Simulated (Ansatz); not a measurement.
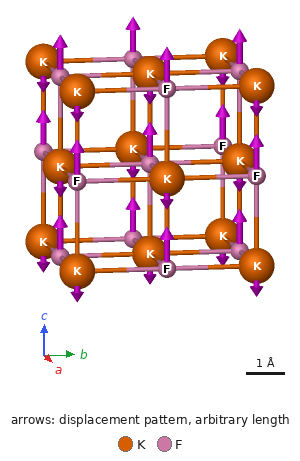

One vibrational mode of a crystal of KF relaxed at 9 GPa at the zone centre. The purple arrows give the relative displacements of the atoms. A ball-and-stick model of the conventional cell (4 times the calculation's cell), seen slightly off an axis. Lengths and directions refer to the drawn axes.

These are results of Ansatz, DFT LDA, scalar-relativistic, plane waves, PAW, not measurements.

The input:
```yaml
crystal:
  lattice:
    - [0.0, 2.4604304205, 2.4604304205]
    - [2.4604304205, 0.0, 2.4604304205]
    - [2.4604304205, 2.4604304205, 0.0]
  atoms:
    - { symbol: K, position: [0.0, 0.0, 0.0] }
    - { symbol: F, position: [0.5, 0.5, 0.5] }
basis:
  ecutwfc: 420
kpoints:
  mp_grid: { grid: [8, 8, 8] }
hamiltonian:
  xc: lda
scf:
  occupations: { method: fixed }
output:
  eigenvalues: true
phonons:
  method: dfpt
  dielectric: true
  rigid_motions: translations
  eigenvectors: true
```

Launched with:
```bash
ansatz run input.yaml --threads 1 --pin off --max-ram 1228MiB --backend cpu --events-out ev --progress --plain --runs-dir out
```

Frequencies are those without the non-analytic (LO–TO) term.

Question: What mode is this, and where does it lie in the spectrum?

Answer: This is the T₁u mode (triply degenerate; one member of the set is drawn) at 288 cm⁻¹, the only optical level, infrared-active by symmetry. The F sublattice moves against the K sublattice, along c; it stretches the shortest F–K bonds (2.46 Å); the kinetic energy is shared as F 67 %, K 33 %. Its infrared intensity is 7.5 (D/Å)²/amu for the set. The value is the transverse one; the longitudinal partner lies at 405 cm⁻¹.
